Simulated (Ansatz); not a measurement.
**Run report: Cr, single-point calculation**

Cr (P6₃/mmc, 2 atoms in the cell), computed with DFT, LDA, PAW with Ansatz's default frozen-core files, scalar-relativistic, spin-polarised (Ansatz 0.2.0).

The structure derives from an entry of the Crystallography Open Database. It belongs to a series of runs on one base structure; here: free moments from the typed start, PAW files. Figures and captions count atoms from 1; the log counts them from 0 in places.

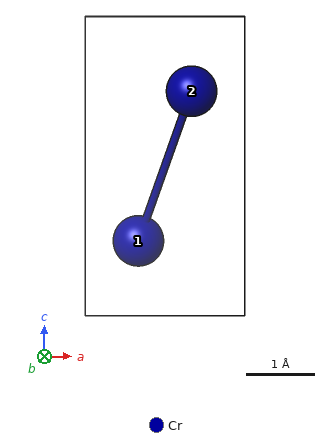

**Figure 1.** The structure (ball-and-stick view of the cell of the calculation, along the b axis; atoms are numbered from 1 in the order of the input).

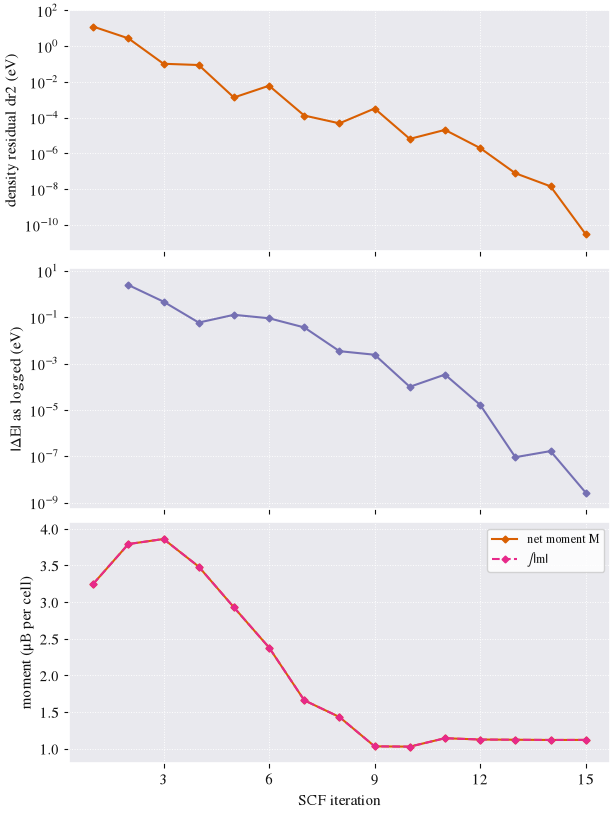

**Figure 2.** Convergence of the self-consistent field: density residual dr2, size of the energy change and magnetic moment against the SCF iteration. The residual falls unevenly and jumps up by a factor of two or more 3 times on the way down. The net moment goes from 3.2 to 1.1 μB per cell, with excursions between 1.0 and 3.9 on the way.

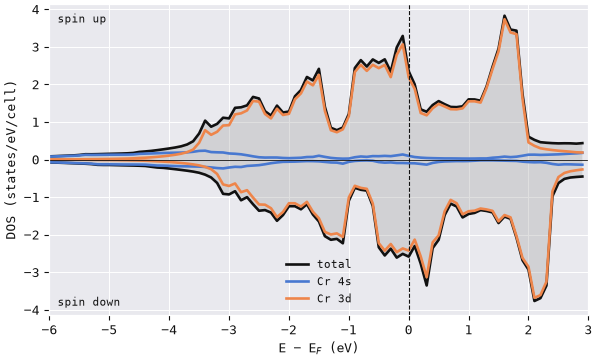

**Figure 3.** Density of states (projected on Löwdin-orthogonalised atomic shells), with energies from the Fermi level. There are states at the Fermi level: a metal at this level of theory.

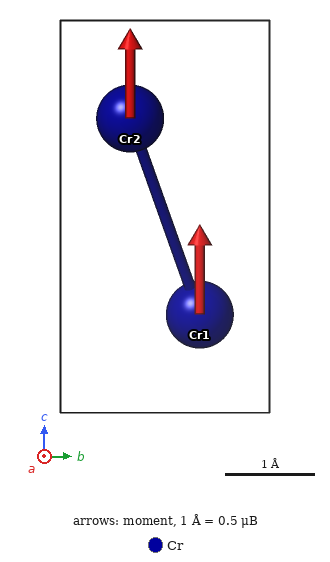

**Figure 4.** Magnetic moments of the sites as red arrows (ball-and-stick view of the cell of the calculation, along the a axis; atoms are numbered from 1 in the order of the input); small moments hardly show. The run is collinear, so the axis drawn is arbitrary. Site moments: Cr1, Cr2 (0.51 μB). They are counted near the atoms and needn't add up to the moment of the cell.

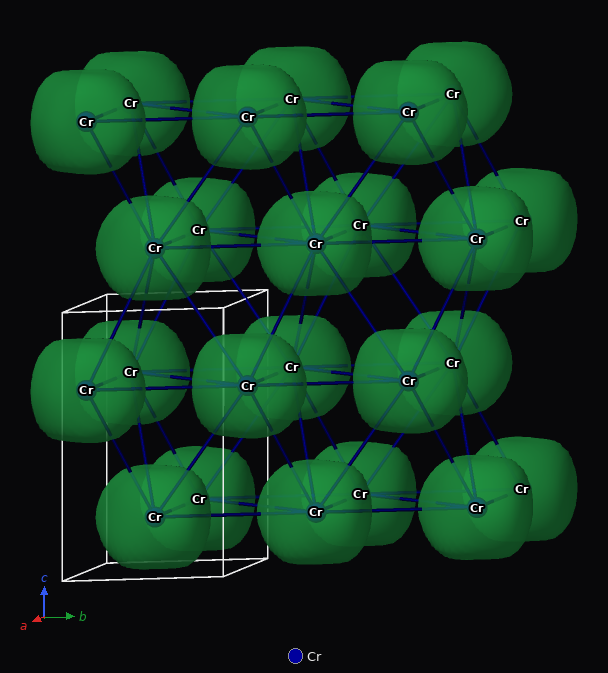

**Figure 5.** Isosurface of the magnetisation density (up minus down) at +0.03 e/Å³ (green), seen slightly off an axis. Sticks mark near contacts. The outline is the cell set on symmetry axes. The cell of the calculation (2 atoms) carries 1.1 μB net. In a PAW calculation such maps are meaningful between the atoms, not at the nuclei.

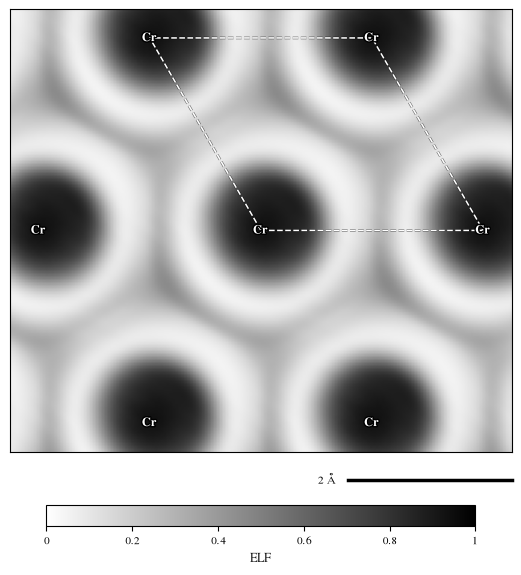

**Figure 6.** Electron localisation function on the (001) plane of the conventional cell. The section cuts through Cr sites. Cr–Cr (2.71 Å): the ELF is about 0.30 at the midpoint; no localised pair between them. The strong features right at Cr lie inside the PAW spheres (semicore, d or f shells) and say nothing about bonding.

The input that produced these results follows, with the program's output.

The input:
```yaml
crystal:
  lattice:
    - [2.714, 0.0, 0.0]
    - [-1.357, 2.3503929459, 0.0]
    - [0.0, 0.0, 4.41]
  atoms:
    - { symbol: Cr, position: [0.3333333333, 0.6666666667, 0.25], spin: 3.0 }
    - { symbol: Cr, position: [0.6666666667, 0.3333333333, 0.75], spin: 3.0 }
magnetization:
  spin_polarized: true
kpoints:
  mp_grid: { grid: [12, 12, 7] }
scf:
  occupations: { method: fermi_dirac, width: 0.03 }
  lower_state_search: "off"
hamiltonian:
  xc: lda
  pseudopotentials: { kind: paw }
output:
  forces: true
  stress: true
  eigenvalues: true
  populations: true
  dos: { projected: true, de: 0.1, e_range: [-8, 5] }
  write_density: true
  write_potential: true
  elf: true
  volumetric_format: npy
```

Run as:
```bash
ansatz run input.yaml --threads 1 --pin off --max-ram 3072MiB --backend cpu --events-out ev --progress --plain --runs-dir out
```

The program's output:
```
Engine: ansatz 0.2.0, aarch64-unknown-linux-gnu
Pseudopotentials: kind: paw
Pseudopotential: Cr, paw, valence charge 14, recommended cutoff 420 eV (normal), Cr.paw.azcp
Functional definition: SPW92
  exchange = slater_x
  correlation = pw_c
Crystal: 2 atoms, lattice volume = 28.131 Å³
Basis set: ecut = 420 eV, 549 PW (Γ)
Bands: 21, of which v1, the nominal top of the filled ones, is band 14 counted from 1 (13 counted from 0)
Symmetry: 24 space group operations
Space group: P63/mmc (ITA 194), of the structure as read, at distance tolerance 3.0e-5 Å
Magnetic group: BNS 194.263 (UNI 1493), of the structure as read, at distance tolerance 3.0e-5 Å
k-points: 76 of 1008
Non-local potential: Cr, projectors of the file, l = 0: 3, l = 1: 2, l = 2: 3, l = 3: 1
PAW form: soft (Blöchl's): semilocal exchange-correlation on the pseudo side does not see the compensation charge
PAW frozen core: Cr, regenerated for the run's functional, and the local potential with it (the file was generated under x = pbe(κ = 0.804, μ = 0.2195149727645171), c = pbe(β = 0.06672455060314922))
PAW one-centre angular grid: Cr, 590 points (default); XC on 64 Gauss nodes
Initial density: superposition of atomic densities (chi_scale 0.1, normalization cell)
Starting moments: Σ|m| = 6 μB on 2 of 2 sites
Initial wavefunctions: pseudopotential atomic-orbital guess
Functional: x = slater, c = lda
SCF iter   1: F=—  HF=-6646.942841 eV  |F-HF|=—  |Δ(HF+E_count)|=         —  Δρ=2.07e-1 (↑2.07e-1 ↓5.63e-2)  dr2=1.25e1  dr2_m=2.70e0  M=3.248 μB ∫|m|=3.248 μB  β_m=0.30  ethr=3.10e-3  ⟨swp⟩=3.3  Hψ=11259  notcnv=0
preconditioner: auto → none  [metal: Δε(μ)=0.003 eV  Ē_g=5.889 eV  σ=0.030 eV  W_gap=0.03  n_scr=8 (ndim 8)  ℏωp=24.3 eV  f_vac=0.000  D(μ)=2.83/eV (n_scr^D=34)  sad-step TF]
SCF iter   2: F=—  HF=-6644.473496 eV  |F-HF|=—  |Δ(HF+E_count)|=    2.47e0  Δρ=1.17e-1 (↑1.17e-1 ↓4.52e-2)  dr2=2.75e0  dr2_m=1.38e0  M=3.792 μB ∫|m|=3.792 μB  β_m=0.30  ethr=3.10e-3  ⟨swp⟩=2.0  Hψ=7150  notcnv=0  defer=147
Mixer restart at iter 2: flushing history
spin-set hold released at iteration 2 (the charge has settled, or the pull on large starting moments outlasts its swing): the magnetisation degrees of freedom join the quasi-Newton model from the next iteration; the mixer history was flushed
SCF iter   3: F=—  HF=-6644.001039 eV  |F-HF|=—  |Δ(HF+E_count)|=   4.72e-1  Δρ=4.62e-2 (↑4.46e-2 ↓4.62e-2)  dr2=1.04e-1  dr2_m=4.78e-1  M=3.861 μB ∫|m|=3.861 μB  β_m=0.37  ethr=3.10e-3  ⟨swp⟩=2.9  Hψ=6274  notcnv=0  defer=138
SCF iter   4: F=—  HF=-6644.060139 eV  |F-HF|=—  |Δ(HF+E_count)|=   5.91e-2  Δρ=4.47e-2 (↑4.47e-2 ↓3.41e-2)  dr2=8.85e-2  dr2_m=3.87e-1  M=3.484 μB ∫|m|=3.484 μB  β_m=0.36  ethr=3.73e-4  ⟨swp⟩=2.9  Hψ=6894  notcnv=0  defer=112
SCF iter   5: F=—  HF=-6644.188196 eV  |F-HF|=—  |Δ(HF+E_count)|=   1.28e-1  Δρ=2.72e-2 (↑2.49e-2 ↓2.72e-2)  dr2=1.35e-3  dr2_m=1.75e-1  M=2.929 μB ∫|m|=2.929 μB  β_m=0.20  ethr=3.16e-4  ⟨swp⟩=2.1  Hψ=4883  notcnv=0  defer=112
SCF iter   6: F=—  HF=-6644.278943 eV  |F-HF|=—  |Δ(HF+E_count)|=   9.07e-2  Δρ=1.53e-2 (↑1.20e-2 ↓1.53e-2)  dr2=6.15e-3  dr2_m=4.72e-2  M=2.380 μB ∫|m|=2.381 μB  β_m=0.57  ethr=4.81e-6  ⟨swp⟩=2.4  Hψ=6607  notcnv=0  defer=113
SCF iter   7: F=—  HF=-6644.315434 eV  |F-HF|=—  |Δ(HF+E_count)|=   3.65e-2  Δρ=3.56e-3 (↑3.56e-3 ↓3.39e-3)  dr2=1.32e-4  dr2_m=3.05e-3  M=1.661 μB ∫|m|=1.661 μB  β_m=0.78  ethr=4.81e-6  ⟨swp⟩=2.4  Hψ=6475  notcnv=0  defer=113
SCF iter   8: F=—  HF=-6644.318889 eV  |F-HF|=—  |Δ(HF+E_count)|=   3.45e-3  Δρ=2.47e-3 (↑2.47e-3 ↓2.26e-3)  dr2=4.84e-5  dr2_m=1.43e-3  M=1.433 μB ∫|m|=1.433 μB  β_m=0.89  ethr=4.70e-7  ⟨swp⟩=2.5  Hψ=5983  notcnv=0  defer=110
SCF iter   9: F=—  HF=-6644.321314 eV  |F-HF|=—  |Δ(HF+E_count)|=   2.42e-3  Δρ=1.67e-3 (↑1.27e-3 ↓1.67e-3)  dr2=3.27e-4  dr2_m=4.22e-4  M=1.033 μB ∫|m|=1.033 μB  β_m=0.79  ethr=1.73e-7  ⟨swp⟩=2.9  Hψ=6413  notcnv=0  defer=110
SCF iter  10: F=—  HF=-6644.321214 eV  |F-HF|=—  |Δ(HF+E_count)|=   1.00e-4  Δρ=1.18e-3 (↑1.18e-3 ↓1.10e-3)  dr2=6.53e-6  dr2_m=3.34e-4  M=1.029 μB ∫|m|=1.029 μB  β_m=0.88  ethr=1.73e-7  ⟨swp⟩=2.3  Hψ=5299  notcnv=0  defer=109
SCF iter  11: F=—  HF=-6644.321551 eV  |F-HF|=—  |Δ(HF+E_count)|=   3.37e-4  Δρ=4.35e-4 (↑4.35e-4 ↓2.23e-4)  dr2=2.08e-5  dr2_m=2.47e-5  M=1.144 μB ∫|m|=1.144 μB  β_m=0.84  ethr=2.33e-8  ⟨swp⟩=2.8  Hψ=5820  notcnv=0  defer=109
SCF iter  12: F=—  HF=-6644.321568 eV  |F-HF|=—  |Δ(HF+E_count)|=   1.66e-5  Δρ=1.02e-4 (↑3.04e-5 ↓1.02e-4)  dr2=2.00e-6  dr2_m=7.75e-7  M=1.126 μB ∫|m|=1.126 μB  β_m=0.69  ethr=2.33e-8  ⟨swp⟩=2.1  Hψ=5276  notcnv=0  defer=109
SCF iter  13: F=—  HF=-6644.321568 eV  |F-HF|=—  |Δ(HF+E_count)|=   9.16e-8  Δρ=3.37e-5 (↑1.76e-5 ↓3.37e-5)  dr2=7.82e-8  dr2_m=1.60e-7  M=1.123 μB ∫|m|=1.123 μB  β_m=0.84  ethr=3.57e-10  ⟨swp⟩=7.4  Hψ=17723  notcnv=0
iter 14 did not close the SCF: its close was put off for a magnetic moment that had not settled (scf_convergence_deferred on its scf_iter line)
SCF iter  14: F=-6644.321568 eV  HF=-6644.321568 eV  |F-HF|=1.12e-8  |Δ(HF+E_count)|=   1.68e-7  Δρ=8.23e-6 (↑8.23e-6 ↓5.24e-6)  dr2=1.45e-8  dr2_m=7.66e-9  M=1.120 μB ∫|m|=1.120 μB  β_m=0.91  ethr=2.79e-10  ⟨swp⟩=6.6  Hψ=14155  notcnv=0
SCF iter  15: F=-6644.321568 eV  HF=-6644.321568 eV  |F-HF|=1.18e-11  |Δ(HF+E_count)|=   2.70e-9  Δρ=8.07e-7 (↑5.96e-7 ↓8.07e-7)  dr2=3.03e-11  dr2_m=1.19e-10  M=1.121 μB ∫|m|=1.121 μB  ethr=5.17e-11  ⟨swp⟩=3.9  Hψ=13843  notcnv=0
SCF 1 converged in 15 iterations: F = -6644.321568 eV  dr2 = 3.03e-11
  greatest PAW one-centre occupation: 1.000 electrons in one spin orbital (limit 2), on the Cr atom at site 1 (counted from 0), in its partial waves of l = 0
SCF converged after 15 iterations
Magnetization: 1.1207 μB (14.5603 up, 13.4397 down)
Absolute magnetization: 1.1207 μB (∫|ρ↑−ρ↓|, with the PAW one-centre terms)
Spin contamination: 0.0013 ħ² per cell (⟨S²⟩ above its minimum at these occupations)
Per-site moments (μB) at R_I (Å): [(0.5100067548926868, 1.1158327308725133), (0.5100067548926869, 1.1158327308725133)]
Free energy (F): -6644.321568 eV
Harris-Foulkes:  -6644.321568 eV  (|F-HF|=1.18e-11)
Internal energy: -6644.308825 eV  (E = F + TS)
E sigma→0 (E₀):  -6644.315196 eV
Entropy (-TS):   -0.012743 eV (-6.372 meV/atom)
Fermi energy:    14.863889 eV
--- Per-component energies (eV) ---
  E_band       = -396.513434
  E_kinetic    = 678.848656
  E_local      = -2705.020628  (includes V_loc(G=0)·N_el)
  E_nonlocal   = 165.832324
  E_hartree    = 1146.619814
  E_xc         = -274.119389
  E_vxc        = -351.499123  (∫ρ·V_xc dr)
  E_paw        = -2280.378614  (= ΣΔE_a)
  E_vpaw       = -477.914727  (= ΣTr[D̂ρ^β])
  E_aug_tail   = 0.000727  (compensation charges beyond the density's cutoff)
  E_ewald      = -3376.821965
  E_core_change = 0.730249  (= ΣΔE_core)
  E_smearing   = -0.012743  (= −TS)
  E_closure    = 0.000000  (closes the sum)
  Σ components = -6644.321568   (vs F -6644.321568, Δ=0.00e0)
--- Forces (eV/Å), atoms counted from 1 ---
  atom   1  Cr    -0.00000000    -0.00000000     0.00000000
  atom   2  Cr    -0.00000000     0.00000000     0.00000000
  max |Σ_I F_I| component: 2.78e-17 eV/Å
--- Stress (GPa, compression-positive) ---
      -40.512902       0.000000       0.000000
        0.000000     -40.512902       0.000000
        0.000000       0.000000     -33.963704
  P = ⅓ Tr σ = -38.3298 GPa (-383.298 kbar)
--- Band table (eV; the first three rows and the last of 152) ---
  k-point 0 ↑: bands = ["-56.2228", "-56.1306", "-28.0632", "-27.6848", "-27.6848", "-27.6164", "-27.6164", "-27.5604", "7.8340", "11.3980", "14.3512", "14.3512", "14.3673", "14.7237", "14.7237", "15.1793", "15.1793", "15.3970", "16.4343", "16.4343", "22.2741"]
  k-point 1 ↑: bands = ["-56.2183", "-56.1352", "-28.0389", "-27.6814", "-27.6814", "-27.6198", "-27.6198", "-27.5859", "8.0141", "11.3242", "14.3000", "14.3000", "14.3004", "14.6602", "14.6602", "14.9444", "15.3156", "15.3156", "16.4240", "16.4240", "23.0938"]
  k-point 2 ↑: bands = ["-56.2055", "-56.1481", "-27.9705", "-27.6719", "-27.6719", "-27.6570", "-27.6293", "-27.6293", "8.5355", "10.9870", "14.1257", "14.2017", "14.2375", "14.2375", "14.5103", "14.5103", "15.6153", "15.6153", "16.3626", "16.3626", "25.0301"]
  k-point 75 ↓: bands = ["-55.6066", "-55.6066", "-27.5017", "-27.5017", "-27.4281", "-27.3940", "-27.1857", "-27.1857", "13.1515", "13.2261", "13.2261", "13.2617", "14.1101", "14.1101", "15.4779", "15.7487", "16.9598", "16.9598", "21.5843", "21.5843", "22.6273"]
--- Löwdin populations: 2 sites ---
  site symbol       q [e]    m [muB]
     0     Cr     13.9125     0.5539
     1     Cr     13.9125     0.5539
  spilling = 0.006253 (of n_electrons = 28.000000)
```

File populations.tsv:
```
# site	symbol	l	j	q_up	q_dn
# orbitals = lowdin
# n_electrons = 28.000000
# spilling = 0.006253
0	Cr	0_3S	-	0.994096	0.994013
0	Cr	0_4S	-	0.387969	0.376169
0	Cr	1_3P	-	2.997271	2.996219
0	Cr	2_3D	-	2.853858	2.312860
1	Cr	0_3S	-	0.994096	0.994013
1	Cr	0_4S	-	0.387969	0.376169
1	Cr	1_3P	-	2.997271	2.996219
1	Cr	2_3D	-	2.853858	2.312860
```

Results in brief:

```tsv
quantity	value
outcome	converged
space group (tolerance 0.01 Å)	P6₃/mmc (194)
electrons treated	28
free energy	−6644.3216 eV
Fermi energy	14.864 eV
net moment of the cell	1.12 μB
integrated absolute moment	1.12 μB
pressure	−38.33 GPa
electronic character	metal
largest force (length of the vector)	under 0.001 eV/Å
hardware	1 thread of Arm Neoverse V2, 24 GiB of memory available, shared host
wall time	7.3 s
peak memory	0.32 GiB
```

The cell is under a tension of 38 GPa at this level, so it is not at its equilibrium volume.
